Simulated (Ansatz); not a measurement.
## Single-point calculation, with input and output: Pt6H (part 2 of 2)

Continued. System: Pt6H (slab, 14 atoms in the cell). Method: DFT PBE, scalar-relativistic, plane waves, PAW, PAW set soft_1, no spin polarisation (Ansatz 0.2.0); cutoff 420 eV, 6×6×1 k-mesh, Gaussian smearing of 0.1 eV. The structure derives from an entry of the Crystallography Open Database.

Geometry of the input (Å; fractional positions):
```
5.6143  0.0000  0.0000
-2.8072  4.8622  0.0000
0.0000  0.0000  22.6193
Pt 0.3333  0.1667  0.1768
Pt 0.3333  0.6667  0.1768
Pt 0.8333  0.1667  0.1768
Pt 0.8333  0.6667  0.1768
Pt 0.1667  0.3333  0.2790
Pt 0.1667  0.8333  0.2790
Pt 0.6667  0.3333  0.2790
Pt 0.6667  0.8333  0.2790
Pt 0.0000  0.0000  0.3811
Pt 0.0000  0.5000  0.3811
Pt 0.5000  0.0000  0.3811
Pt 0.5000  0.5000  0.3811
H  0.2166  0.4332  0.5402
H  0.2834  0.5668  0.5402
```

### Output, continued
```
  k-point 0: bands = ["-95.6281", "-95.6098", "-95.6096", "-95.6093", "-95.1637", "-95.1630", "-95.1456", "-95.1453", "-95.1452", "-95.1450", "-95.1446", "-95.1440", "-49.9409", "-49.9408", "-49.9407", "-49.7983", "-49.7615", "-49.7613", "-49.7609", "-49.7017", "-49.7015", "-49.7013", "-49.6217", "-49.6217", "-49.5619", "-49.5618", "-49.5617", "-49.5336", "-49.5335", "-49.5334", "-49.3278", "-49.3275", "-49.3273", "-49.3251", "-49.3247", "-49.3244", "-49.2495", "-49.2495", "-49.2483", "-49.2483", "-49.0989", "-49.0701", "-49.0599", "-49.0593", "-49.0587", "-49.0501", "-49.0495", "-49.0488", "-6.0614", "-4.3346", "-3.8534", "-3.4526", "-3.4525", "-3.4525", "-3.1876", "-3.1875", "-3.1874", "-2.7127", "-2.7122", "-2.7122", "-2.6045", "-2.6040", "-2.6039", "-2.3988", "-1.1567", "-1.1565", "-1.1556", "-0.8275", "-0.8275", "-0.8272", "-0.6883", "-0.5685", "-0.5685", "-0.2215", "-0.2214", "-0.2209", "-0.0435", "-0.0432", "-0.0431", "-0.0150", "-0.0150", "0.5373", "0.5377", "0.5380", "1.4413", "1.4414", "1.4720", "1.4723", "1.4726", "1.5469", "1.5472", "1.5480", "2.1191", "2.1191", "2.1347", "2.6057", "2.6060", "2.6061", "2.6601", "2.6605", "2.6611", "2.7555", "2.7556", "2.9594", "2.9595", "2.9595", "3.3142", "3.3144", "3.3145", "3.3607", "3.3608", "3.3610", "3.7041", "3.9952", "3.9957", "3.9968", "5.6070", "5.6080", "5.6085", "5.6380", "5.6381", "5.6388", "8.1965", "8.4552", "8.5826", "8.5837", "8.6036", "8.7910", "8.7912", "8.8129", "9.1283"]
  k-point 1: bands = ["-95.6268", "-95.6108", "-95.6096", "-95.6095", "-95.1625", "-95.1618", "-95.1465", "-95.1458", "-95.1456", "-95.1452", "-95.1450", "-95.1440", "-49.9292", "-49.9292", "-49.9200", "-49.7948", "-49.7615", "-49.7594", "-49.7593", "-49.7138", "-49.7137", "-49.6962", "-49.6437", "-49.6271", "-49.5503", "-49.5500", "-49.5412", "-49.5247", "-49.5246", "-49.5171", "-49.3388", "-49.3383", "-49.3370", "-49.3363", "-49.3223", "-49.3196", "-49.2702", "-49.2695", "-49.2547", "-49.2534", "-49.0955", "-49.0691", "-49.0606", "-49.0591", "-49.0579", "-49.0519", "-49.0507", "-49.0494", "-5.8253", "-4.0963", "-3.6274", "-3.4533", "-3.2713", "-3.2713", "-3.1113", "-3.0240", "-3.0238", "-2.6760", "-2.6215", "-2.6211", "-2.4724", "-2.3961", "-2.3794", "-2.3765", "-1.1542", "-1.1535", "-1.1161", "-0.7766", "-0.7307", "-0.7307", "-0.7304", "-0.6932", "-0.5246", "-0.4000", "-0.2381", "-0.2378", "-0.1009", "-0.0896", "-0.0539", "0.0085", "0.1591", "0.3195", "0.4449", "0.4454", "1.1881", "1.1890", "1.2569", "1.3063", "1.3659", "1.4781", "1.4788", "1.4789", "1.5524", "2.1093", "2.1147", "2.1608", "2.1613", "2.3641", "2.4323", "2.4326", "2.5157", "2.6131", "2.6134", "2.7485", "2.7489", "2.7549", "2.7615", "2.8896", "2.9215", "3.0457", "3.0637", "3.0640", "3.0997", "3.7185", "4.5609", "4.5614", "4.6279", "5.3311", "5.3321", "6.2657", "6.7873", "6.7886", "8.2948", "8.5254", "8.5287", "8.6191", "8.9735", "9.0707", "9.0737", "9.1876", "9.7978"]
  k-point 2: bands = ["-95.6235", "-95.6142", "-95.6096", "-95.6095", "-95.1591", "-95.1584", "-95.1499", "-95.1492", "-95.1456", "-95.1452", "-95.1450", "-95.1440", "-49.9009", "-49.9009", "-49.8626", "-49.7856", "-49.7651", "-49.7560", "-49.7559", "-49.7433", "-49.7431", "-49.7033", "-49.6817", "-49.6418", "-49.5223", "-49.5220", "-49.5022", "-49.5019", "-49.4846", "-49.4692", "-49.3664", "-49.3658", "-49.3650", "-49.3640", "-49.3280", "-49.3253", "-49.3081", "-49.3057", "-49.2691", "-49.2675", "-49.0867", "-49.0665", "-49.0655", "-49.0573", "-49.0571", "-49.0559", "-49.0523", "-49.0510", "-5.1692", "-3.6381", "-3.4751", "-3.0433", "-2.9336", "-2.8032", "-2.8031", "-2.6389", "-2.6386", "-2.5452", "-2.3868", "-2.3232", "-2.3227", "-2.1325", "-1.7879", "-1.7879", "-1.2131", "-1.2127", "-1.2056", "-1.0266", "-0.9920", "-0.7295", "-0.7291", "-0.6590", "-0.6165", "-0.4367", "-0.4365", "-0.2755", "-0.0451", "-0.0426", "0.0606", "0.0956", "0.0961", "0.1438", "0.2245", "0.6348", "0.6590", "0.6756", "0.6765", "0.7551", "0.8632", "0.8639", "1.0022", "1.1175", "1.1682", "1.1688", "1.2887", "1.3817", "1.7599", "1.7602", "1.7650", "1.9160", "2.0407", "2.0740", "2.1296", "2.1302", "2.2723", "2.3802", "2.5960", "2.6454", "2.6461", "2.7757", "2.8217", "3.0125", "3.0128", "3.7054", "4.8402", "4.8406", "5.2686", "5.6342", "5.6362", "6.0098", "7.5611", "7.5673", "8.3549", "8.8954", "9.0413", "9.0415", "9.1243", "9.4860", "10.1123", "10.1478", "10.2880"]
  k-point 12: bands = ["-95.6205", "-95.6159", "-95.6125", "-95.6079", "-95.1562", "-95.1555", "-95.1516", "-95.1510", "-95.1482", "-95.1474", "-95.1436", "-95.1429", "-49.8851", "-49.8623", "-49.8265", "-49.7958", "-49.7780", "-49.7676", "-49.7604", "-49.7504", "-49.7503", "-49.7193", "-49.6820", "-49.6585", "-49.5065", "-49.4903", "-49.4846", "-49.4687", "-49.4491", "-49.4374", "-49.4177", "-49.4117", "-49.3742", "-49.3684", "-49.3431", "-49.3415", "-49.3078", "-49.3061", "-49.2850", "-49.2838", "-49.0793", "-49.0686", "-49.0639", "-49.0610", "-49.0594", "-49.0565", "-49.0525", "-49.0500", "-4.5825", "-3.7453", "-3.0373", "-2.9865", "-2.7176", "-2.5692", "-2.4951", "-2.3867", "-2.3511", "-2.3369", "-2.2745", "-2.1345", "-1.9177", "-1.7878", "-1.5936", "-1.5873", "-1.4642", "-1.2723", "-1.2385", "-1.2359", "-1.1541", "-0.9180", "-0.8859", "-0.7768", "-0.6985", "-0.4443", "-0.4077", "-0.2579", "-0.2487", "-0.2168", "-0.1721", "-0.1303", "-0.0467", "0.0022", "0.1077", "0.2694", "0.3548", "0.3782", "0.4185", "0.4936", "0.5246", "0.6482", "1.0135", "1.0373", "1.0408", "1.2146", "1.2431", "1.3110", "1.3729", "1.4967", "1.4978", "1.8128", "1.8254", "1.9687", "2.1878", "2.2231", "2.3286", "2.3625", "2.5216", "2.5342", "2.6045", "2.6525", "2.7563", "2.8137", "2.8305", "3.5226", "3.9265", "4.2280", "5.0068", "6.0345", "6.4209", "6.9639", "7.6670", "8.1548", "8.2707", "9.0197", "9.0934", "9.2984", "9.6069", "9.7218", "9.8682", "10.0990", "10.5390"]
```

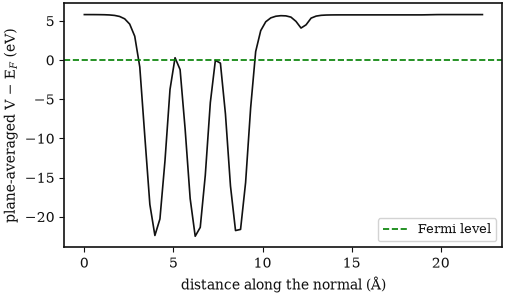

*Plane average of the electrostatic potential energy of an electron across the cell, from the Fermi level.*

The vacuum level lies 5.77 eV above the Fermi level on the upper side and 5.81 eV on the lower.

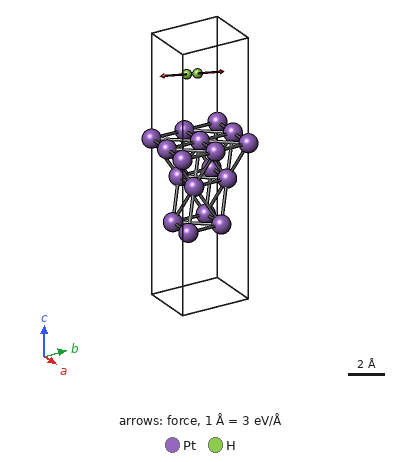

*Forces on the atoms as red arrows (ball-and-stick view of the cell of the calculation, with the vacuum cut short, seen slightly off an axis); the smallest are left out.*

The largest act on H13, H14 (4.86 eV/Å). Atoms are counted from 1 in the order of the input and aren't labelled in the picture. The geometry is not a stationary point of this energy.

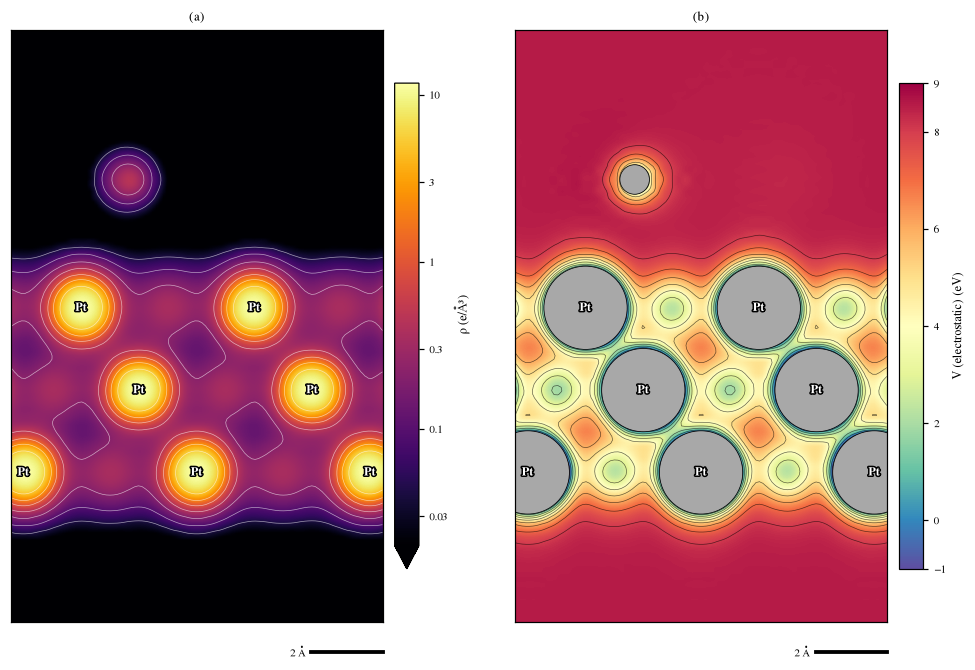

*(a) valence pseudo-density; (b) electrostatic potential (local pseudopotential plus Hartree) felt by an electron on the (110) plane of the calculation cell, a cut from vacuum to vacuum. Grey discs, where drawn, cover atomic cores.*

Pt–Pt (2.82 Å): ρ at the midpoint is about 0.35 e/Å³. The density dies away to nearly zero in the vacuum. In a PAW calculation such maps are meaningful between the atoms, not at the nuclei.

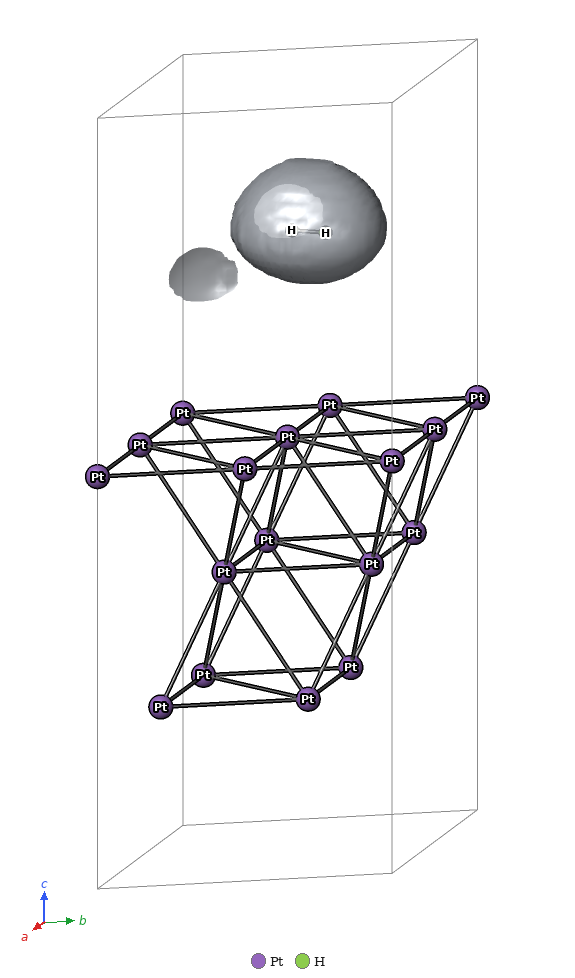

*Isosurface of the electron localisation function at 0.9 (grey), seen slightly off an axis. Core shells and regions of very low density are left out. Sticks mark near contacts.*

The ELF exceeds this value in one joined region spread over several atoms (H), counted in one cell of 14 atoms. Along the contacts the grid gives the following. H–H (0.65 Å): the ELF peaks at about 1 between the atoms (a covalent bond by its length). Pt–Pt (2.81 Å): the ELF is about 0.30 at the midpoint; no localised pair between them.

### Results in brief

- outcome: converged
- electrons treated: 218
- free energy: −150322.8279 eV
- work function, top face: 5.77 eV
- work function, bottom face: 5.81 eV
- Fermi energy: 2.755 eV
- gap on the k-point mesh: none (metallic)
- work function (upper face): 5.77 eV
- largest force (length of the vector): 4.857 eV/Å
- wall time: 75 s (CPU time 4.8 min)
- peak memory: 2.1 GiB

### Remarks

Warnings of the run: the exchange-correlation potential is rough where the density is thin. Spin–orbit coupling is left out, which matters for Pt.
